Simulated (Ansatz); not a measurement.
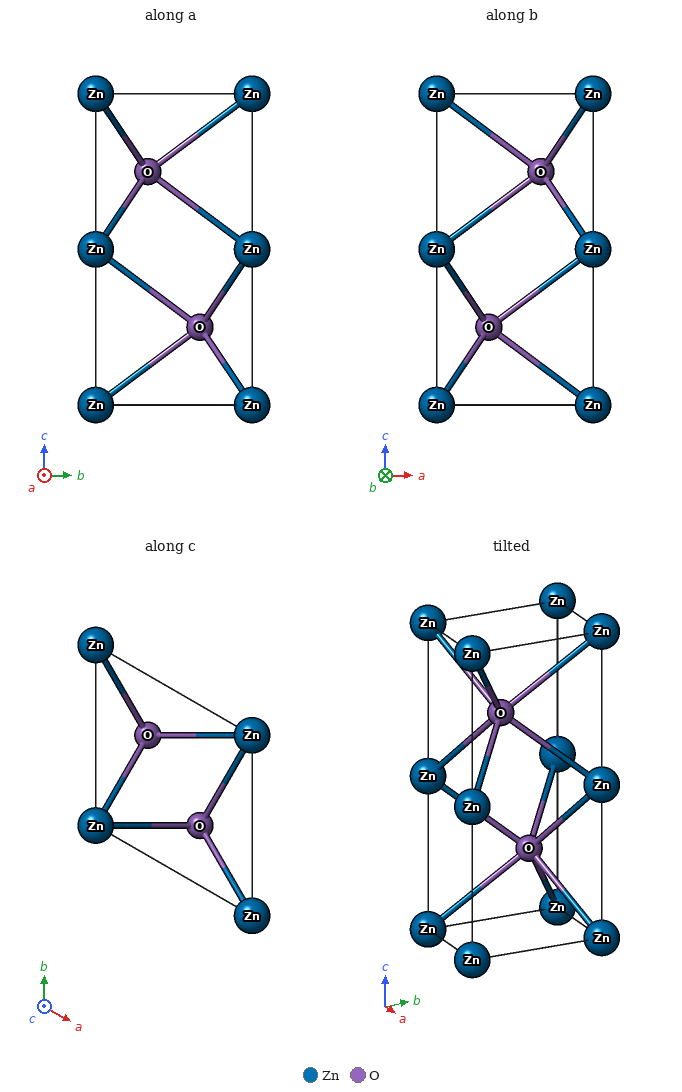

An orthographic ball-and-stick view of the structure, along the a axis, along the b axis, along the c axis and slightly off an axis. The parallelepiped is the conventional unit cell.

Lattice parameters: a = 2.966 Å, b = 2.966 Å, c = 5.114 Å, α = 90.00°, β = 90.00°, γ = 120.00°.

**Set out the cell and atoms as a table of Wyckoff sites.**

Space group P6_3/mmc (No. 194).
| atom | site | x | y | z |
| --- | --- | --- | --- | --- |
| Zn | 2a | 0.0000 | 0.0000 | 0.0000 |
| O | 2c | 0.3333 | 0.6667 | 0.2500 |

Starting structure: a structure type filled with these elements by a generator (whether the compound takes this form wasn't checked). Earlier steps of the study may have refined or changed the cell and positions. Ansatz was used for an electronic-structure calculation on it.
